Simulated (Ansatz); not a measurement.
```yaml
crystal:
  lattice:
    - [4.25370, 0.00000, 0.00000]
    - [0.00000, 4.25370, 0.00000]
    - [0.00000, 0.00000, 4.25370]
  atoms:
    - { symbol: Mg, position: [0.00000, 0.00000, 0.00000] }
    - { symbol: Mg, position: [0.50000, 0.50000, 0.00000] }
    - { symbol: Mg, position: [0.50000, 0.00000, 0.50000] }
    - { symbol: Mg, position: [0.00000, 0.50000, 0.50000] }
    - { symbol: O, position: [0.50000, 0.00000, 0.00000] }
    - { symbol: O, position: [0.00000, 0.50000, 0.00000] }
    - { symbol: O, position: [0.00000, 0.00000, 0.50000] }
    - { symbol: O, position: [0.50000, 0.50000, 0.50000] }
```

Space group Fm-3m.

Computed with DFT PBE, scalar-relativistic, plane waves, PAW (Ansatz 0.2.0).

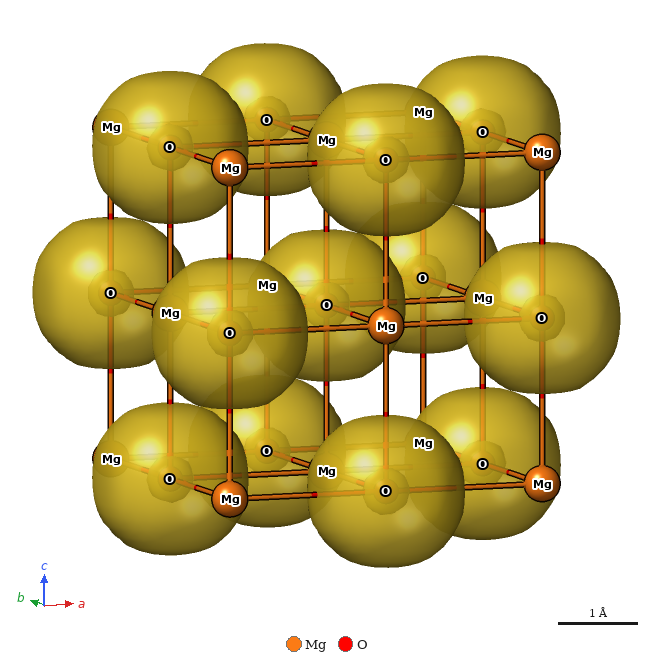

MgO. Isosurface of the electron localisation function at 0.6 (yellow), seen slightly off an axis. Only the valence region is drawn (cores and ρ < 0.01 e/Å³ removed). Sticks mark near contacts.

In a PAW calculation such maps are meaningful between the atoms, not at the nuclei.

> Where are the electrons localised?

The ELF exceeds this value in four regions wrapped around O (the valence shell of each), counted in one cell of 8 atoms. Regions shared between cells count once. Along the contacts the grid gives the following. Mg–O (2.13 Å): the ELF peaks at about 0.85 in the valence shell of O, 0.6 Å from its nucleus, and is about 0.35 at the midpoint: a largely ionic contact.
